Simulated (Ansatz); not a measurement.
# Al7Cu4 (distorted or defective cell): what the fields show

```
Al Cu
1.0
     0.00000    0.00000   -5.78246
     4.08926    4.08926    0.00000
     4.08926   -4.08926    0.00000
Al Cu
7 4
Direct
  0.75000 0.25000 0.75000
  0.25000 0.75000 0.75000
  0.75000 0.75000 0.25000
  0.25000 0.25000 0.75000
  0.75000 0.25000 0.25000
  0.25000 0.75000 0.25000
  0.75000 0.75000 0.75000
  0.99757 0.99757 0.50243
  0.50243 0.99757 0.99757
  0.99757 0.50243 0.99757
  0.50243 0.50243 0.50243
```

Computed without spin polarisation.

The calculation used Ansatz 0.2.0, DFT PBE, scalar-relativistic, plane waves, PAW.

Core electrons are frozen (PAW), and the valence fields are smoothed inside the atomic spheres.

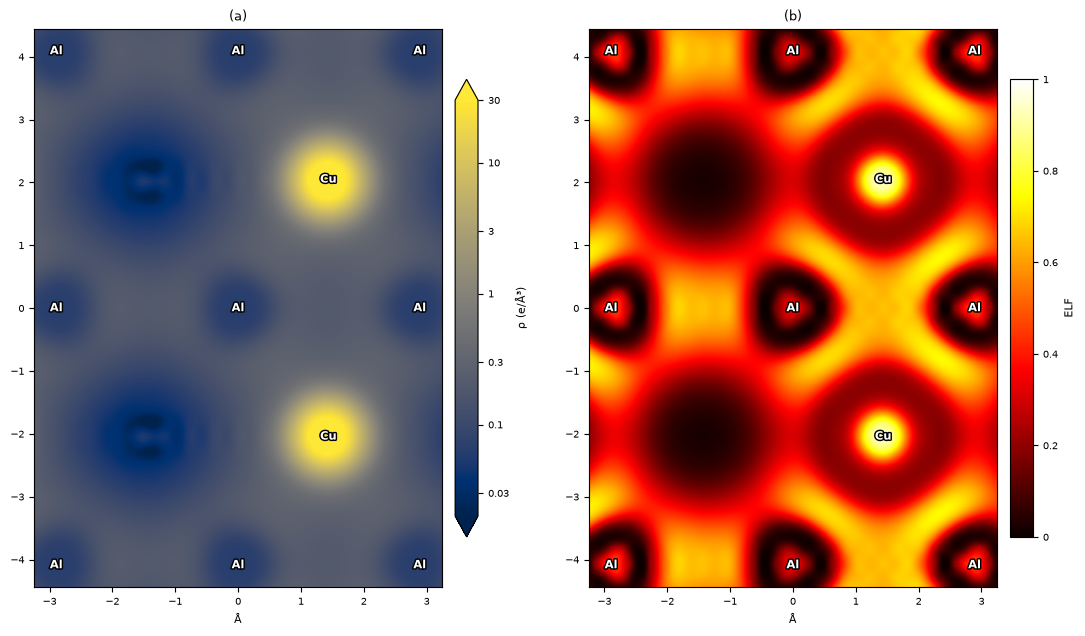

Figure 1. (a) valence electron density; (b) electron localisation function on the (011̄) plane of the calculation cell.

> Read the bonding off the picture.

The section cuts through Al and Cu sites. Al–Cu (2.50 Å): ρ at the midpoint is about 0.31 e/Å³; the ELF peaks at about 0.70 between the atoms. Between the atoms the lowest density in this plane is 0.01 e/Å³. The features right at Cu lie inside the PAW spheres, where the map follows smoothed inner orbitals and isn't to be read closely.

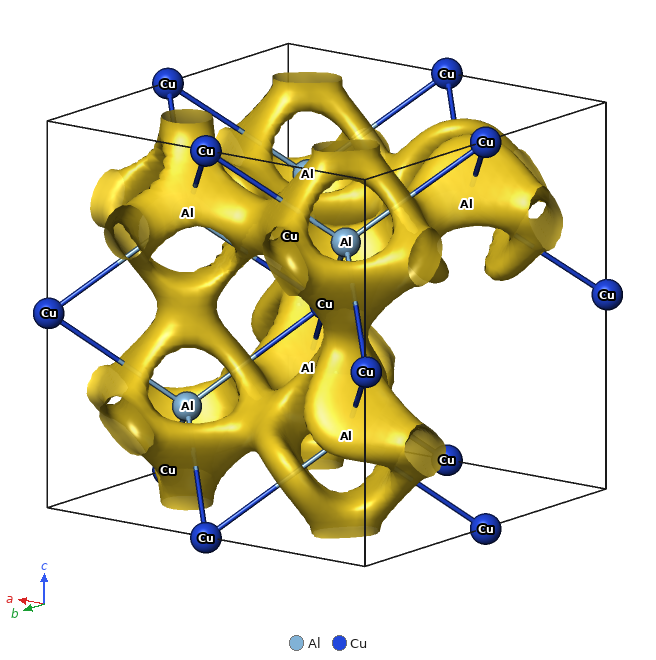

Figure 2. Isosurface of the ELF at 0.6 (yellow), seen at an oblique angle. Core shells and regions of very low density are left out. Sticks mark near contacts.

> Where are the electrons localised?

The surface consists of one network that runs through the whole crystal, counted in one cell of 11 atoms. Regions shared between cells count once.


Al–Cu (2.48 Å): the ELF peaks at about 0.65 between the atoms.

> Does the calculation make it a metal, or give it a gap?

It is gapless in this calculation (a metal or semimetal).
